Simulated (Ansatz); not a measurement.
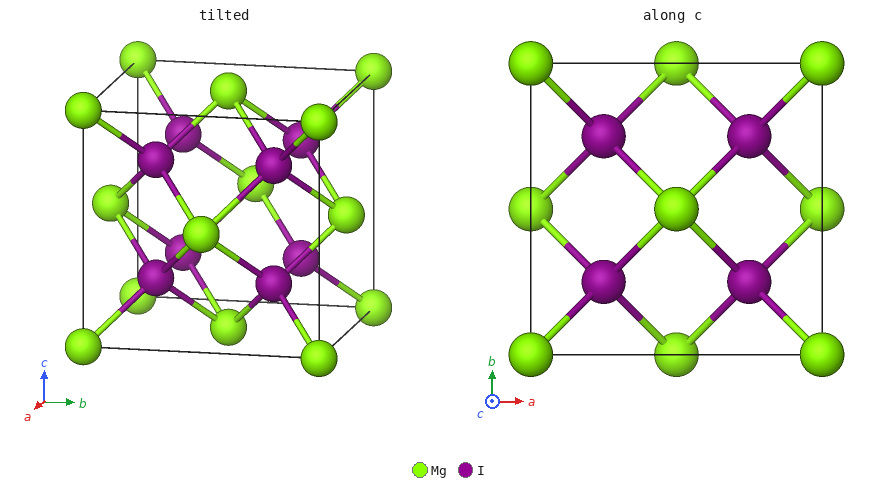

This ball-and-stick model is shown slightly off an axis and along the c axis. The conventional unit cell is drawn as a box.

MgI₂, fluorite (CaF₂ type), space group Fm-3m (No. 225), a = 7.659 Å, b = 7.659 Å, c = 7.659 Å, α = 90.00°, β = 90.00°, γ = 90.00°. It goes back to a structure type filled with these elements by a generator (whether the compound takes this form wasn't checked). The cell was then strained or its atoms displaced on purpose. Ansatz was used for an electronic-structure calculation on it.

This one geometry was computed with Ansatz (DFT, plane waves, PAW) at three levels of theory: PBE, r2SCAN and HSE06. It was relaxed with r2SCAN and then strained.

How does the band gap change with the level of theory?

PBE: a gap of 0.50 eV, indirect; r2SCAN: a gap of 1.22 eV, indirect; HSE06: a gap of 1.30 eV, indirect.

Collect the results in a table.

| level | cutoff (eV) | k-mesh of the run's cell | gap (eV) | pressure (GPa) |
| --- | --- | --- | --- | --- |
| PBE | 420 | 6×6×6 | 0.50 | -1.3 |
| r2SCAN | 500 | 6×6×6 | 1.22 | -1.6 |
| HSE06 | 420 | 4×4×4 | 1.30 | -1.9 |

Gaps are taken on the k-mesh or band path of each run.
